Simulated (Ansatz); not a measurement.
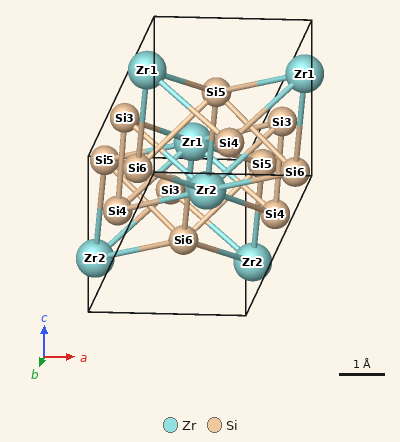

**Figure 1.** The structure as given in the input (ball-and-stick view of the cell 2 times as large as that of the calculation, set on its symmetry axes, seen at an oblique angle; atoms are numbered from 1 in the order of the input). An atom can appear more than once, as a periodic image. Near neighbours in the periodic cell (some may lie outside the picture): Zr has 10 Si at 2.66 to 2.90 Å; Si has 2 Si at 2.37 Å and 6 Zr at 2.66 to 2.90 Å; Si has 4 Si at 2.55 Å and 4 Zr at 2.74 to 2.76 Å.

# ZrSi2: single-point calculation

The run: single-point calculation of ZrSi2 (6 atoms in the cell). Method and program: DFT, PBE, dispersion d4, plane waves, PAW, no spin polarisation (Ansatz 0.2.0).

The structure derives from an entry of the Crystallography Open Database. Figures and captions count atoms from 1; the log counts them from 0 in places.

### The program's output
```
basis.fft_grid_basis auto: the FFT boxes are laid along the combinations [[1, 1, 0], [0, 1, 0], [0, 0, 1]] of the cell's own vectors, 3.594, 7.394 and 3.624 Å long. The dense box has 25×50×25 points. Along the cell's own vectors, as sized, it would have 50×50×25, 2.00 times as many. Of the 8 symmetry operations that the crystal satisfies within crystal.symmetry.tolerance (time reversal apart; of a slab, those that keep its plane) the dense box along the cell's own vectors carries 8, and the one as laid loses 4 of those. basis.fft_grid_basis: typed keeps the cell's own vectors: state it where this run's energies or levels are differenced outside the engine with another run's, or held beside a run that keeps those vectors.
Engine: ansatz 0.2.0, x86_64-unknown-linux-gnu
Pseudopotentials: kind: paw
Pseudopotential: Zr, paw, valence charge 12, recommended cutoff 420 eV (normal), Zr.paw.azcp
Pseudopotential: Si, paw, valence charge 4, recommended cutoff 420 eV (normal), Si.paw.azcp
Functional definition: PBE
  parameter kappa = 0.804
  parameter beta = 0.06672455060314922
  exchange = pbe_x(kappa = kappa, mu = beta*pi^2/3)
  correlation = pbe_c(beta = beta)
Crystal: 6 atoms, lattice volume = 93.413 Å³
Basis set: ecut = 420 eV, 1817 PW (Γ), FFT grids on a1+a2, a2, a3, exchange–correlation on 50×100×50 points (8 copies of the dense FFT grid, shifted against one another)
Bands: 26, of which v1, the nominal top of the filled ones, is band 20 counted from 1 (19 counted from 0)
Symmetry: 8 space group operations
Space group: Cmcm (ITA 63), of the structure as read, at distance tolerance 4.5e-5 Å
k-points: 456 of 2744
Non-local potential: Zr, projectors of the file, l = 0: 3, l = 1: 2, l = 2: 2, l = 3: 2
Non-local potential: Si, projectors of the file, l = 0: 2, l = 1: 2, l = 2: 2
PAW form: soft (Blöchl's): semilocal exchange-correlation on the pseudo side does not see the compensation charge
PAW one-centre angular grid: Zr, 590 points (default); XC on 64 Gauss nodes
PAW one-centre angular grid: Si, 110 points (default); XC on 64 Gauss nodes
Initial density: superposition of atomic densities (chi_scale 0.3, normalization cell, long waves kept (reshape's long-wave potential 0.16 eV rms))
Initial wavefunctions: pseudopotential atomic-orbital guess
Functional: x = pbe(κ = 0.804, μ = 0.2195149727645171), c = pbe(β = 0.06672455060314922)
SCF iter   1: F=—  HF=-10920.126278 eV  |F-HF|=—  |Δ(HF+E_count)|=         —  Δρ=6.55e-2  dr2=1.77e1  ethr=3.10e-3  ⟨swp⟩=5.6  Hψ=56779  notcnv=0
preconditioner: auto → Kerker (q_TF=auto, 2.369 Å⁻¹)  [metal: Δε(μ)=0.008 eV  Ē_g=6.484 eV  σ=0.150 eV  W_gap=0.03  n_scr=18 (ndim 8)  ℏωp=18.8 eV  f_vac=0.000  D(μ)=1.17/eV (n_scr^D=2)]
SCF iter   2: F=—  HF=-10917.712173 eV  |F-HF|=—  |Δ(HF+E_count)|=    2.41e0  Δρ=2.96e-2  dr2=4.35e0  ethr=3.10e-3  ⟨swp⟩=3.2  Hψ=25078  notcnv=0  defer=554
SCF iter   3: F=—  HF=-10917.001972 eV  |F-HF|=—  |Δ(HF+E_count)|=   7.10e-1  Δρ=8.03e-3  dr2=2.50e-1  ethr=3.10e-3  ⟨swp⟩=3.2  Hψ=21854  notcnv=0  defer=503
SCF iter   4: F=—  HF=-10916.954307 eV  |F-HF|=—  |Δ(HF+E_count)|=   4.77e-2  Δρ=1.99e-3  dr2=5.20e-3  ethr=6.26e-4  ⟨swp⟩=2.0  Hψ=15837  notcnv=0  defer=487
SCF iter   5: F=—  HF=-10916.954147 eV  |F-HF|=—  |Δ(HF+E_count)|=   1.60e-4  Δρ=4.05e-4  dr2=1.91e-4  ethr=1.30e-5  ⟨swp⟩=2.1  Hψ=17348  notcnv=0  defer=474
SCF iter   6: F=—  HF=-10916.954123 eV  |F-HF|=—  |Δ(HF+E_count)|=   2.42e-5  Δρ=7.75e-5  dr2=5.11e-6  ethr=4.77e-7  ⟨swp⟩=2.1  Hψ=17364  notcnv=0  defer=474
SCF iter   7: F=—  HF=-10916.954119 eV  |F-HF|=—  |Δ(HF+E_count)|=   4.29e-6  Δρ=9.98e-6  dr2=7.66e-8  ethr=2.50e-10  ⟨swp⟩=10.0  Hψ=72436  notcnv=0
SCF iter   8: F=-10916.954119 eV  HF=-10916.954119 eV  |F-HF|=3.47e-9  |Δ(HF+E_count)|=   1.38e-8  Δρ=2.40e-6  dr2=7.50e-9  ethr=1.91e-10  ⟨swp⟩=2.0  Hψ=39921  notcnv=0
SCF 1 converged in 8 iterations: F = -10916.954119 eV  dr2 = 7.50e-9
  greatest PAW one-centre occupation: 0.996 electrons in one spin orbital (limit 2), on the Zr atom at site 1 (counted from 0), in its partial waves of l = 0
SCF converged after 8 iterations
Free energy (F): -10916.954119 eV
Harris-Foulkes:  -10916.954119 eV  (|F-HF|=3.47e-9)
Internal energy: -10916.942059 eV  (E = F + TS)
E sigma→0 (E₀):  -10916.948089 eV
Entropy (-TS):   -0.012060 eV (-2.010 meV/atom)
Fermi energy:    13.748337 eV
--- Per-component energies (eV) ---
  E_band       = -81.175302
  E_kinetic    = 847.752207
  E_local      = -1456.516638  (includes V_loc(G=0)·N_el)
  E_nonlocal   = 263.139548
  E_hartree    = 509.064407
  E_xc         = -554.354794
  E_vxc        = -582.798526  (∫ρ·V_xc dr)
  E_paw        = -7959.466948  (= ΣΔE_a)
  E_vpaw       = -170.878561  (= ΣTr[D̂ρ^β])
  E_aug_tail   = 0.000075  (compensation charges beyond the density's cutoff)
  E_ewald      = -2564.264244
  E_disp       = -2.295672  (pairwise vdW)
  E_smearing   = -0.012060  (= −TS)
  E_closure    = 0.000000  (closes the sum)
  Σ components = -10916.954119   (vs F -10916.954119, Δ=0.00e0)
--- Forces (eV/Å), atoms counted from 1 ---
  atom   1  Zr     0.00000000    -0.22719668     0.00000000
  atom   2  Zr     0.00000000     0.22719668     0.00000000
  atom   3  Si     0.00000000    -0.21963279     0.00000000
  atom   4  Si     0.00000000     0.21963279     0.00000000
  atom   5  Si     0.00000000     0.07941369     0.00000000
  atom   6  Si     0.00000000    -0.07941369     0.00000000
  max |Σ_I F_I| component: 2.78e-17 eV/Å
--- Stress (GPa, compression-positive) ---
        8.427618       0.000000       0.000000
        0.000000       7.565783       0.000000
        0.000000       0.000000       6.642364
  P = ⅓ Tr σ = 7.5453 GPa (75.453 kbar)
--- Band table (eV; the first three rows and the last of 456) ---
  k-point 0: bands = ["-34.7493", "-34.7314", "-13.0840", "-12.8739", "-12.8608", "-12.8460", "-12.8440", "-12.7936", "1.1806", "3.0972", "5.6350", "9.9399", "10.4050", "10.6539", "10.9189", "11.1643", "11.2533", "11.3357", "11.3958", "13.8854", "14.9101", "15.0448", "15.2185", "15.4566", "16.0575", "16.4262"]
  k-point 1: bands = ["-34.7485", "-34.7310", "-13.0806", "-12.8736", "-12.8724", "-12.8451", "-12.8433", "-12.8049", "1.2450", "3.1402", "5.7033", "9.5175", "9.9557", "10.6972", "10.9528", "11.1797", "11.3358", "11.4430", "11.6759", "14.1411", "14.5732", "14.9387", "15.1332", "15.2707", "16.4039", "16.4662"]
  k-point 2: bands = ["-34.7461", "-34.7300", "-13.0712", "-12.9051", "-12.8683", "-12.8472", "-12.8414", "-12.8358", "1.4365", "3.2694", "5.8989", "8.6965", "9.1249", "10.8024", "11.0487", "11.2104", "11.3310", "11.6380", "12.1671", "13.9914", "14.4423", "14.6738", "14.7221", "15.8967", "15.9946", "16.7931"]
  k-point 455: bands = ["-34.7280", "-34.7280", "-13.0840", "-13.0840", "-12.9018", "-12.9018", "-12.8370", "-12.8370", "4.2889", "4.2889", "4.7444", "4.7444", "9.8345", "9.8345", "10.6823", "10.6823", "11.5075", "11.5075", "12.7992", "12.7992", "13.9223", "13.9223", "16.2174", "16.2174", "17.0379", "17.0379"]
```

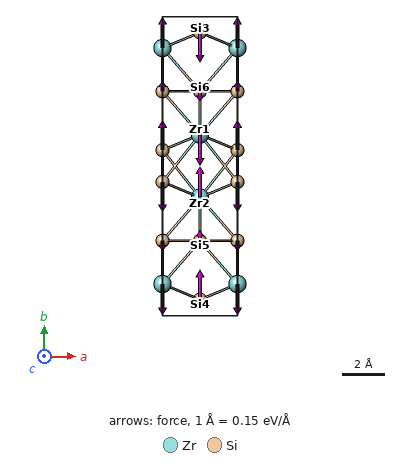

**Figure 2.** Forces on the atoms as pink arrows (ball-and-stick view of the cell 2 times as large as that of the calculation, set on its symmetry axes, along the c axis; atoms are numbered from 1 in the order of the input). The largest act on Zr1, Zr2 (0.23 eV/Å); Si3, Si4 (0.22 eV/Å); Si5, Si6 (0.08 eV/Å). The geometry is not a stationary point of this energy.

The run was set up as follows.

### Input
```yaml
crystal:
  lattice:
    - [1.797012624, -7.1721927433, 0.0]
    - [1.797012624, 7.1721927433, 0.0]
    - [0.0, 0.0, 3.6238859232]
  atoms:
    - { symbol: Zr, position: [0.8946665379, 0.1053334621, 0.75] }
    - { symbol: Zr, position: [0.1053334621, 0.8946665379, 0.25] }
    - { symbol: Si, position: [0.5530999448, 0.4469000552, 0.75] }
    - { symbol: Si, position: [0.4469000552, 0.5530999448, 0.25] }
    - { symbol: Si, position: [0.2503123054, 0.7496876946, 0.75] }
    - { symbol: Si, position: [0.7496876946, 0.2503123054, 0.25] }
basis:
  ecutwfc: 420
kpoints:
  mp_grid: { grid: [14, 14, 14] }
hamiltonian:
  xc: pbe
  dispersion: d4
scf:
  occupations: { method: gaussian, width: 0.15 }
  initial_density: { chi_scale: 0.3 }
output:
  forces: true
  eigenvalues: true
  stress: true
```

Command:
```bash
ansatz run input.yaml --threads 2 --pin off --max-ram 5120MiB --backend cpu --events-out ev --progress --plain --runs-dir out
```

### Key numbers

- outcome: converged
- space group (tolerance 0.01 Å): Cmcm (63)
- electrons treated: 40
- free energy: −10916.9541 eV
- Fermi energy: 13.748 eV
- gap on the k-point mesh: none (metallic)
- pressure: 7.55 GPa
- largest force (length of the vector): 0.227 eV/Å
- hardware: 2 threads of Intel Xeon @ 2.50GHz (Skylake/Cascade Lake), 189 GiB of memory available, shared host
- wall time: 82 s (CPU time 2.7 min)
- peak memory: 1 GiB

### Notes

Settings chosen away from the usual ones: scf.initial_density.chi_scale set to 0.3; hamiltonian.dispersion set to d4. The cell is under a pressure of 7.5 GPa at this level, so it is not at its equilibrium volume.
